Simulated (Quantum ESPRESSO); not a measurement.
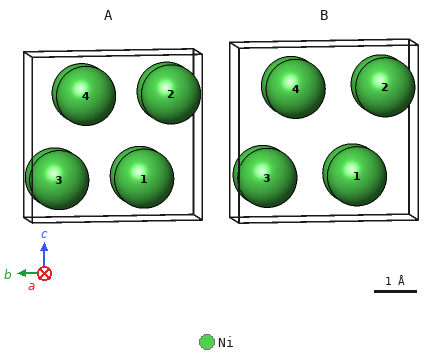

Two geometries of a crystal of Ni (a generated structure, set up in P6_3/mmc), drawn at one scale. One is the start of a relaxation, the other its converged end. The picture is a spheres-only view of the cell of the calculation, seen from a free direction.

These are results of Quantum ESPRESSO 7.5, Kohn-Sham DFT of a periodic cell, LDA, GBRV 1.5 LDA, not measurements. Set-up: plane-wave cutoff 612.3 eV; k-point mesh 7 × 7 × 8; occupations methfessel-paxton; smearing width 0.1 eV; collinear spin.

Which of the two is the end point?

Structure A is the relaxed one. The run lets cell and atoms move. After 4 geometry steps the energy has fallen by 176 meV per atom. The largest force component goes from 0.00011 to under 0.0001 eV/Å. The pressure goes from −27.62 to 0.00 GPa. The atoms keep their places relative to the cell (all moves are under 0.005 Å). The drawn cell changes as follows: a = b 5.100 → 4.833 Å (−5.2 %), c 4.200 → 3.975 Å (−5.4 %); the volume changes by −15.0 %. Among the contacts that change: Ni–Ni 2.565 → 2.428 Å, Ni–Ni 2.550 → 2.416 Å. The space group stays P6_3/mmc (No. 194).

Limits of the set-up: only the magnetic order of this start and cell was tried (total moment 4.6 μB per cell).
